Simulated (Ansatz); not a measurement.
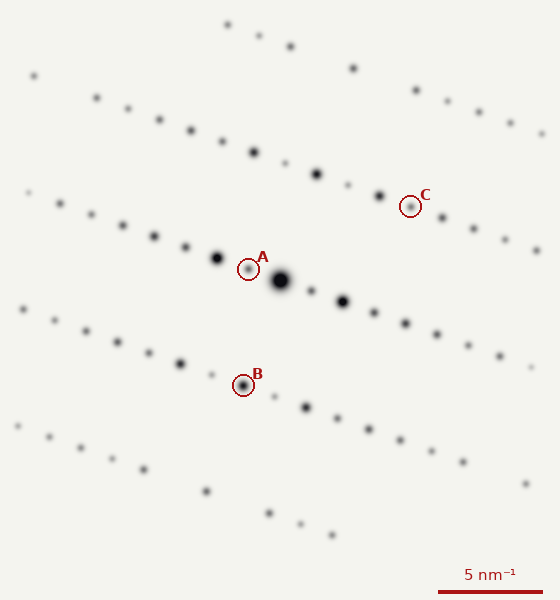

The pattern is a kinematic simulation for 80 kV electrons (no multiple scattering; isotropic B = 0.3 Å²). The zone axis points towards the electron source and the pattern is seen from the source side.

Y, space group Fmmm (No. 69), a = 3.705 Å, b = 5.780 Å, c = 12.474 Å. Structure: the end point of a relaxation with DFT PBE, scalar-relativistic, plane waves, PAW (Ansatz 0.2.0); the starting structure was generated, so it need not be a known form of this composition.

Spot A is indexed 0 0 -2 and spot B -2 0 0.

Q: Index the other marked spot.

A: C = −3A − B = 2 0 6 (d = 1.383 Å).

Q: Find the zone axis.

A: The cross product of A and B is parallel to [010]; every spot obeys hu + kv + lw = 0.

Q: What are the spacings of A and B and the angle between them?

A: d(A) = 6.237 Å, d(B) = 1.853 Å, and the angle is 90.0°.
